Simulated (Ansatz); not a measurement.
Ga15P16 (cell with a defect)

Input file:

```
crystal:
  lattice:
    - [-5.4384489043, 5.4384489043, -5.4384489043]
    - [-5.4384489043, -5.4384489043, 5.4384489043]
    - [5.4384489043, 5.4384489043, 5.4384489043]
  atoms:
    - { symbol: Ga, position: [0.0, 0.5, 0.5] }
    - { symbol: Ga, position: [0.0, 0.25, 0.75] }
    - { symbol: Ga, position: [0.75, 0.75, 0.5] }
    - { symbol: Ga, position: [0.75, 0.5, 0.75] }
    - { symbol: Ga, position: [0.75, 0.25, 0.0] }
    - { symbol: Ga, position: [0.5, 0.0, 0.5] }
    - { symbol: Ga, position: [0.5, 0.75, 0.75] }
    - { symbol: Ga, position: [0.5, 0.5, 0.0] }
    - { symbol: Ga, position: [0.5, 0.25, 0.25] }
    - { symbol: Ga, position: [0.25, 0.0, 0.75] }
    - { symbol: Ga, position: [0.25, 0.75, 0.0] }
    - { symbol: Ga, position: [0.25, 0.5, 0.25] }
    - { symbol: Ga, position: [0.0, 0.0, 0.0] }
    - { symbol: Ga, position: [0.0, 0.75, 0.25] }
    - { symbol: Ga, position: [0.75, 0.0, 0.25] }
    - { symbol: P, position: [-0.0054075214, -0.0011337511, 0.2503203005], spin: 0.25 }
    - { symbol: P, position: [0.75, 0.25, 0.25] }
    - { symbol: P, position: [0.75, 0.0, 0.5] }
    - { symbol: P, position: [0.5, 0.5, 0.25] }
    - { symbol: P, position: [0.4968733888, 0.2531679044, 0.4976762741], spin: 0.25 }
    - { symbol: P, position: [0.5, 0.0, 0.75] }
    - { symbol: P, position: [0.25, 0.75, 0.25] }
    - { symbol: P, position: [0.2505069967, 0.4964451131, 0.5013866273], spin: 0.25 }
    - { symbol: P, position: [0.2487108656, 0.2418619349, 0.7497134776], spin: 0.25 }
    - { symbol: P, position: [0.25, 0.0, 0.0] }
    - { symbol: P, position: [0.0, 0.75, 0.5] }
    - { symbol: P, position: [0.0, 0.5, 0.75] }
    - { symbol: P, position: [0.0, 0.25, 0.0] }
    - { symbol: P, position: [0.75, 0.75, 0.75] }
    - { symbol: P, position: [0.75, 0.5, 0.0] }
    - { symbol: P, position: [0.5, 0.75, 0.0] }
  host:
    lattice:
      - [0.0, 2.7192244521, 2.7192244521]
      - [2.7192244521, 0.0, 2.7192244521]
      - [2.7192244521, 2.7192244521, 0.0]
    atoms:
      - { symbol: Ga, position: [0.0, 0.0, 0.0] }
      - { symbol: P, position: [0.25, 0.25, 0.25] }
basis:
  ecutwfc: 420
  xc_grid: 2
kpoints:
  mp_grid: { grid: [2, 2, 2], shift: [0.5, 0.5, 0.5] }
hamiltonian:
  xc: pbesol
scf:
  occupations: { method: gaussian, width: 0.02 }
  lower_state_search: "off"
output:
  forces: true
  stress: false
  eigenvalues: true
  populations: true
  charged_corrections:
    defect_position: [0.25, 0.25, 0.5]
    epsilon: [[12.621, 0.0, 0.0], [0.0, 12.621, 0.0], [0.0, 0.0, 12.621]]
  write_density: true
  write_potential: true
  elf: true
  volumetric_format: npy
magnetization:
  spin_polarized: true
relax:
  adjacent_minimum: "off"
  f_tol: 0.03
  max_steps: 40
```

Launched as:

```sh
ansatz run input.yaml --threads 8 --pin off --max-ram 16384MiB --backend cpu --events-out ev --progress --plain --runs-dir out
```

The fields are those of the run's last geometry, not of the input's.

Spin-polarised.

Method: DFT PBEsol, scalar-relativistic, plane waves, PAW (Ansatz 0.2.0).

Core electrons are frozen (PAW), and the valence fields are smoothed inside the atomic spheres.

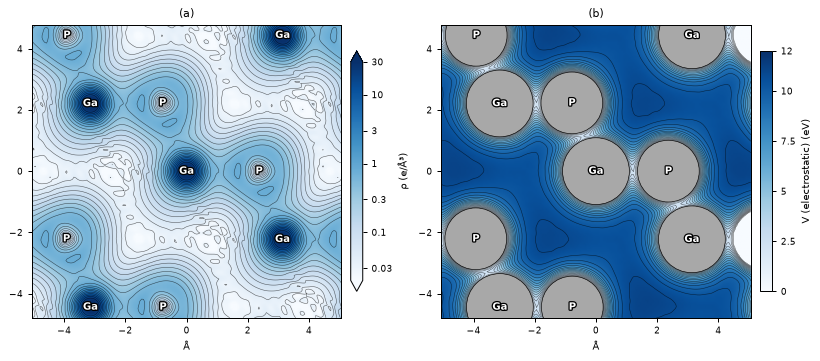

Figure 1. (a) valence pseudo-density; (b) electrostatic potential energy of an electron on the (010) plane of the calculation cell. Grey discs cover the atomic cores in the potential map.

**What does the map show?**

The section cuts through Ga and P sites.
Ga–P (2.37 Å): ρ is about 0.52 e/Å³ halfway.
The density dies away to nearly zero in the voids.
Outside the cores the potential energy rises away from the atoms and is highest about 2.2 Å from the nearest atoms; its zero is arbitrary.

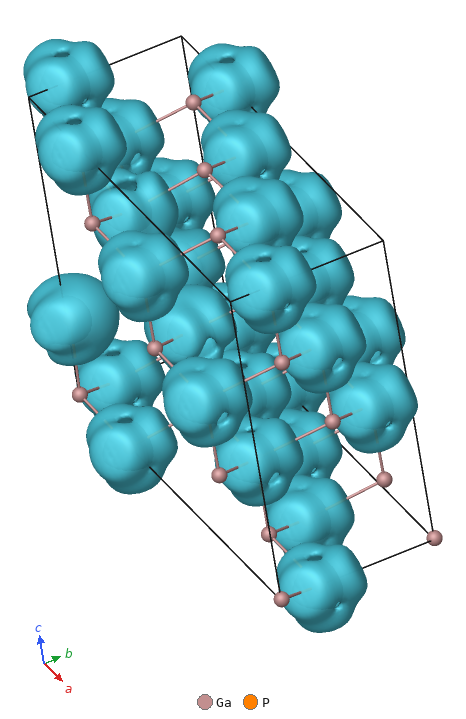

Figure 2. Isosurface of the electron localisation function at 0.7 (cyan), seen slightly off an axis. Core shells and regions of very low density are left out. Sticks mark near contacts.

**Describe the localisation domains.**

The surface consists of 16 regions on P in which the atom's valence shell and bonds are merged, counted in one cell of 31 atoms. Regions shared between cells count once. Along the contacts the grid gives the following. Ga–P (2.35 Å): the ELF peaks at about 0.90 in the valence shell of P, 0.8 Å from its nucleus, and is about 0.75 at the midpoint.

**Metal or insulator at this level of theory?**

It is metallic or semimetallic at this level of theory: no gap opens.
